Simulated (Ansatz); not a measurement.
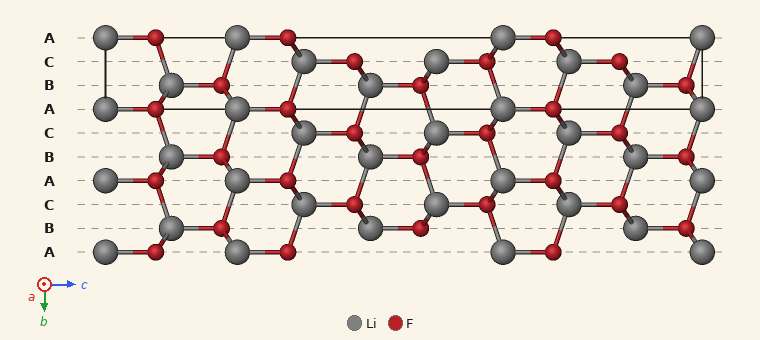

The picture looks along a close-packed row of the hexagonal mesh; c points to the right. The dashed lines mark the three columns A (0, 0), B (1/3, 2/3) and C (2/3, 1/3). The sequence starts with the first layer at or above the cell's origin.

LiF: coordinates from a relaxation with DFT PBEsol, scalar-relativistic, plane waves, PAW (Ansatz); the starting structure was generated, so it need not be a known form of this composition.

Give the sequence of layers in one repeat, with element and column.

Answer. Li(A) – F(A) – Li(B) – F(B) – Li(A) – F(A) – Li(C) – F(C) – Li(B) – F(B) – Li(C) – F(C) – Li(A) – F(A) – Li(C) – F(C) – Li(B) – F(B) (18 layers in 22.15 Å).

How are the F layers alone stacked?

Answer. F layers alone: ABACBCACB, a mixed type, (cchchcchh) in Jagodzinski's notation.

Which positions between or in the F layers do the other atoms fill?

Answer. Li: nine tetrahedral sites (per hexagonal cell).

What short polytype symbol fits?

Answer. Polytype symbol 9H, the symbol of a tetrahedral polytype (number of double layers in the repeat and lattice).
